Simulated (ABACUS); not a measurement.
## Geometry relaxation, with input and output: C (part 2 of 2)

Continued. System: C (Fd-3m, 2 atoms in the cell). Method: Kohn-Sham DFT of a periodic cell, RPBE, PseudoDojo NC SR 0.5 PBE standard, no spin polarisation (ABACUS 3.10.1); cutoff 1115.67 eV, 10×10×10 k-mesh, fermi-dirac of 0.05 eV. The structure derives from an entry of the Crystallography Open Database.

Geometry of the input (Å; fractional positions):
```
0.0000  1.7834  1.7834
1.7834  0.0000  1.7834
1.7834  1.7834  0.0000
C  0.7500  0.7500  0.7500
C  0.5000  0.5000  0.5000
```

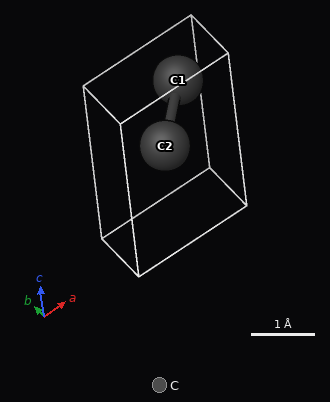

Fig. 1: The geometry at step 1 of the log (ball-and-stick view of the cell of the calculation, seen slightly off an axis; atoms are numbered from 1 in the order of the input).

**What the program printed, continued**
```
 SETUP PLANE WAVES FOR WAVE FUNCTIONS
     energy cutoff for wavefunc (unit:Ry) = 82
              fft grid for wave functions = [ 27, 27, 27 ]
                    number of plane waves = 1243
                         number of sticks = 151

 PARALLEL PW FOR WAVE FUNCTIONS
     PROC   COLUMNS(POT)             PW
        1            151           1243
 --------------- sum -------------------
        1            151           1243

 SETUP NONLOCAL PSEUDOPOTENTIALS IN PLANE WAVE BASIS
 C non-local projectors:
 projector 1 L=0
 projector 2 L=0
 projector 3 L=1
 projector 4 L=1
      TOTAL NUMBER OF NONLOCAL PROJECTORS = 16

 Init Non-Local PseudoPotential table :
 Init Non-Local-Pseudopotential done.

                                     npwx = 978

 Make real space PAO into reciprocal space.
       max mesh points in Pseudopotential = 1001
     dq(describe PAO in reciprocal space) = 0.01
                                    max q = 1091

 number of pseudo atomic orbitals for C is 2
WARNING: norm of atomic wavefunction # 2 of atomic type C is 0.999989, renormalized

 -------------------------------------------
 SELF-CONSISTENT
 -------------------------------------------
                                 init_chg = atomic

 PW ALGORITHM --------------- ION=   1  ELEC=   1--------------------------------

 Density error is 0.115591177497
                          Error Threshold = 0.01
----------------------------------------------------------
     Energy           Rydberg                 eV
----------------------------------------------------------
 E_KohnSham     -24.0792890963       -327.6155354988
 E_Harris       -23.6354128533       -321.5762893868
 E_Fermi        1.0535678508         14.3345260006
----------------------------------------------------------

 PW ALGORITHM --------------- ION=   1  ELEC=   2--------------------------------

 Density error is 0.00549332310567
                          Error Threshold = 0.00144488971871
----------------------------------------------------------
     Energy           Rydberg                 eV
----------------------------------------------------------
 E_KohnSham     -24.0849126364       -327.6920476877
 E_Harris       -23.9780262190       -326.2377833713
 E_Fermi        1.1300058899         15.3745188762
----------------------------------------------------------

 PW ALGORITHM --------------- ION=   1  ELEC=   3--------------------------------

 Density error is 0.000104228686414
                          Error Threshold = 6.86665388209e-05
----------------------------------------------------------
     Energy           Rydberg                 eV
----------------------------------------------------------
 E_KohnSham     -24.0856656098       -327.7022924164
 E_Harris       -24.0829128781       -327.6648395796
 E_Fermi        1.1495012629         15.6397670341
----------------------------------------------------------

 PW ALGORITHM --------------- ION=   1  ELEC=   4--------------------------------

 Density error is 5.13099016436e-06
                          Error Threshold = 1.30285858018e-06
----------------------------------------------------------
     Energy           Rydberg                 eV
----------------------------------------------------------
 E_KohnSham     -24.0856859580       -327.7025692675
 E_Harris       -24.0837657530       -327.6764435377
 E_Fermi        1.1493517697         15.6377330746
----------------------------------------------------------

 PW ALGORITHM --------------- ION=   1  ELEC=   5--------------------------------

 Density error is 1.17375441116e-07
                          Error Threshold = 6.41373770546e-08
----------------------------------------------------------
     Energy           Rydberg                 eV
----------------------------------------------------------
 E_KohnSham     -24.0856869609       -327.7025829131
 E_Harris       -24.0856697802       -327.7023491574
 E_Fermi        1.1498070613         15.6439276340
----------------------------------------------------------

 PW ALGORITHM --------------- ION=   1  ELEC=   6--------------------------------

 Density error is 1.10510574359e-09
                          Error Threshold = 1.46719301395e-09
----------------------------------------------------------
     Energy           Rydberg                 eV
----------------------------------------------------------
 E_KohnSham     -24.0856870314       -327.7025838721
 E_KS(sigma->0) -24.0856870314       -327.7025838721
 E_Harris       -24.0857217913       -327.7030568045
 E_band         2.5222589985         34.3170942119
 E_one_elec     8.1315590960         110.6355373290
 E_Hartree      1.9557217170         26.6089590542
 E_xc           -8.6798532657        -118.0954622179
 E_Ewald        -25.4931145787       -346.8516180374
 E_entropy(-TS) 0.0000000000         0.0000000000
 E_descf        0.0000000000         0.0000000000
 E_exx          0.0000000000         0.0000000000
 E_Fermi        1.1498200192         15.6441039354
----------------------------------------------------------

 charge density convergence is achieved
 final etot is -327.70258387 eV
 EFERMI = 15.644103935 eV

 STATE ENERGY(eV) AND OCCUPATIONS    NSPIN == 1
 1/12 kpoint (Cartesian) = 0.0000 0.0000 0.0000 (941 pws)
       1       -8.12502     0.00200000
       2        13.1974     0.00200000
       3        13.1974     0.00200000
       4        13.1974     0.00200000
       5        18.8077    6.64536e-31
       6        18.8077    6.64536e-31
       7        18.8077    6.64536e-31
       8        26.3366        0.00000

 2/12 kpoint (Cartesian) = 0.027947 0.027947 0.027947 (950 pws)
       1       -7.85071      0.0160000
       2        11.5394      0.0160000
       3        12.7557      0.0160000
       4        12.7557      0.0160000
       5        19.3869    4.94783e-35
       6        19.3869    4.94783e-35
       7        19.7398    4.25984e-38
       8        26.5847        0.00000

 3/12 kpoint (Cartesian) = 0.055895 0.055895 0.055895 (956 pws)
       1       -7.03292      0.0160000
       2        8.36078      0.0160000
       3        11.8856      0.0160000
       4        11.8856      0.0160000
       5        20.5104    8.62978e-45
       6        20.5104    8.62978e-45
       7        20.9296    1.96998e-48
       8        27.2809        0.00000

 4/12 kpoint (Cartesian) = 0.083842 0.083842 0.083842 (962 pws)
       1       -5.69206      0.0160000
       2        4.98948      0.0160000
       3        11.0978      0.0160000
       4        11.0978      0.0160000
       5        21.3418    5.18385e-52
       6        21.3418    5.18385e-52
       7        21.6007    2.91975e-54
       8        28.1495        0.00000

 5/12 kpoint (Cartesian) = 0.11179 0.11179 0.11179 (966 pws)
       1       -3.90277      0.0160000
       2        1.88787      0.0160000
       3        10.5869      0.0160000
       4        10.5869      0.0160000
       5        21.6506    1.07649e-54
       6        21.6506    1.07649e-54
       7        21.9088    6.15954e-57
       8        28.7469        0.00000

 6/12 kpoint (Cartesian) = 0.13974 0.13974 0.13974 (978 pws)
       1       -2.42729     0.00800000
       2     -0.0381442     0.00800000
       3        10.4122     0.00800000
       4        10.4122     0.00800000
       5        21.6973    2.11649e-55
       6        21.6973    2.11649e-55
       7        21.9986    5.11569e-58
       8        28.9179        0.00000

[... levels at 6 further k points ...]

------------------------------------------------------------------------------------------
 TOTAL-FORCE (eV/Angstrom)
------------------------------------------------------------------------------------------
                        C1         0.0000000000         0.0000000000         0.0000000000
                        C2         0.0000000000         0.0000000000         0.0000000000
------------------------------------------------------------------------------------------

----------------------------------------------------------------
 TOTAL-STRESS (KBAR)
----------------------------------------------------------------
        -2.4160498296         0.0000000000        -0.0000000000
         0.0000000000        -2.4160498296        -0.0000000000
         0.0000000000        -0.0000000000        -2.4160498296
----------------------------------------------------------------
 TOTAL-PRESSURE: -2.416050 KBAR

 --------------------------------------------
 !FINAL_ETOT_IS -327.7025838720937259 eV
 --------------------------------------------
```

**Standard output**
```
ABACUS v3.10.1

               Atomic-orbital Based Ab-initio Computation at UStc

 dft_functional readin is: GGA_X_RPBE+GGA_C_PBE
 dft_functional in pseudopot file is: PBE
 Please make sure this is what you need
 UNIFORM GRID DIM        : 27 * 27 * 27
 UNIFORM GRID DIM(BIG)   : 27 * 27 * 27
func,idGGA_X_RPBE 117
func,idGGA_C_PBE 130
 ---------------------------------------------------------
 Self-consistent calculations for electrons
 ---------------------------------------------------------
 SPIN    KPOINTS         PROCESSORS  THREADS
 1       47              4           4
 ---------------------------------------------------------
 Use plane wave basis
 ---------------------------------------------------------
 ELEMENT NATOM       XC
 C       2
 ---------------------------------------------------------
 Initial plane wave basis and FFT box
 ---------------------------------------------------------
 -------------------------------------------
 SELF-CONSISTENT :
 -------------------------------------------
 START CHARGE      : atomic
 ITER       ETOT/eV          EDIFF/eV         DRHO     TIME/s
 DA1     -3.27615535e+02   0.00000000e+00   1.1559e-01   0.11
 DA2     -3.27692048e+02  -7.65121888e-02   5.4933e-03   0.08
 DA3     -3.27702292e+02  -1.02447288e-02   1.0423e-04   0.11
 DA4     -3.27702569e+02  -2.76851073e-04   5.1310e-06   0.11
 DA5     -3.27702583e+02  -1.36455576e-05   1.1738e-07   0.10
 DA6     -3.27702584e+02  -9.59016730e-07   1.1051e-09   0.12
----------------------------------------------------------------
 TOTAL-STRESS (KBAR)
----------------------------------------------------------------
        -2.4160498296         0.0000000000        -0.0000000000
         0.0000000000        -2.4160498296        -0.0000000000
         0.0000000000        -0.0000000000        -2.4160498296
----------------------------------------------------------------
 TOTAL-PRESSURE: -2.416050 KBAR
```

**Trajectory as extended XYZ (Å, eV, eV/Å), 2 frames, from step=0 to step=1**
```
2
Lattice="0.0000 1.7834 1.7834 1.7834 0.0000 1.7834 1.7834 1.7834 0.0000" Properties=species:S:1:pos:R:3:forces:R:3 step=0 energy=-327.70122 pressure_GPa=3.91
C     2.6751    2.6751    2.6751    0.0000   0.0000   0.0000
C     1.7834    1.7834    1.7834    0.0000   0.0000   0.0000
2
Lattice="-0.0000 1.7891 1.7891 1.7891 -0.0000 1.7891 1.7891 1.7891 0.0000" Properties=species:S:1:pos:R:3:forces:R:3 step=1 energy=-327.70258 pressure_GPa=-0.24
C     2.6836    2.6836    2.6836    0.0000   0.0000   0.0000
C     1.7891    1.7891    1.7891    0.0000   0.0000   0.0000
```

**Results in brief**

| quantity | value |
| --- | --- |
| outcome | converged |
| space group (tolerance 0.01 Å) | Fd-3m (227) |
| electrons treated | 8 |
| free energy | −327.7026 eV |
| Fermi energy | 15.644 eV |
| gap on the k-point mesh | 4.28 eV |
| pressure | −0.24 GPa |
| final volume | 11.45 Å³ |
| largest force (length of the vector) at the end | under 0.001 eV/Å |
| final cell | a = 2.530 Å, b = 2.530 Å, c = 2.530 Å, α = 60.00°, β = 60.00°, γ = 60.00° |
| hardware | 4 threads of Intel Xeon (Granite Rapids), 16 GiB of memory available, shared host |
| wall time | 3.3 s (CPU time 11 s) |
| peak memory | 0.36 GiB |
